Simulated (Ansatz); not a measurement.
System: PtSe2 (slab).

Input file:

```
crystal:
  lattice:
    - [7.5434048942, 0.0, 0.0]
    - [-3.7717024471, 6.5327802694, 0.0]
    - [0.0, 0.0, 20.5608116604]
  atoms:
    - { symbol: Se, position: [0.3333333333, 0.1666666667, 0.389089698] }
    - { symbol: Se, position: [0.3333333333, 0.6666666667, 0.389089698] }
    - { symbol: Se, position: [0.8333333333, 0.1666666667, 0.389089698] }
    - { symbol: Se, position: [0.8333333333, 0.6666666667, 0.389089698] }
    - { symbol: Pt, position: [-7.78473e-05, -0.0001886087, 0.4518394305] }
    - { symbol: Pt, position: [-2.76587e-05, 0.5000900853, 0.4519101268] }
    - { symbol: Pt, position: [0.4999660504, -1.08824e-05, 0.4512908523] }
    - { symbol: Pt, position: [0.5001010294, 0.5000614601, 0.4519057756] }
    - { symbol: Se, position: [0.1665088486, 0.3330240515, 0.5144766839] }
    - { symbol: Se, position: [0.1684085992, 0.8340891729, 0.5142014835] }
    - { symbol: Se, position: [0.6660701556, 0.3321332784, 0.514278305] }
    - { symbol: Se, position: [0.6656485671, 0.8341136648, 0.5141599403] }
basis:
  ecutwfc: 420
kpoints:
  mp_grid: { grid: [3, 3, 1] }
hamiltonian:
  xc: pbe
  dispersion: d3bj
scf:
  occupations: { method: gaussian, width: 0.1 }
output:
  forces: true
  eigenvalues: true
  write_density: true
  volumetric_format: npy
efield:
  axis: 3
  dipole_correction: true
  ramp_width: 0.04
```

Launched as:

```sh
ansatz run input.yaml --threads 4 --pin off --max-ram 10240MiB --backend cpu --events-out ev --progress --plain --runs-dir out
```

Method: DFT PBE+D3(BJ), scalar-relativistic, plane waves, PAW (Ansatz).

What will maps of the valence pseudo-density show?

Answer. Pt–Se (2.53 Å): ρ at the midpoint is about 0.56 e/Å³.

Does the calculation give a band gap?

Answer. It is gapped, with a Kohn–Sham gap of 1.6 eV on the k-point mesh (the band edges may lie off the mesh, which would make the gap smaller).

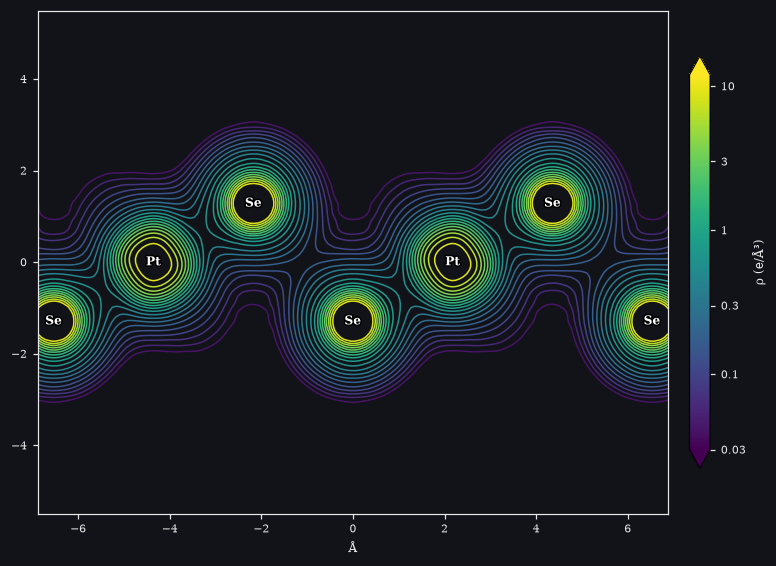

Computed valence pseudo-density on the (110) plane of the calculation cell, a cut from vacuum to vacuum. 

The density is the valence pseudo-density of a PAW calculation; it isn't the true density close to the nuclei.
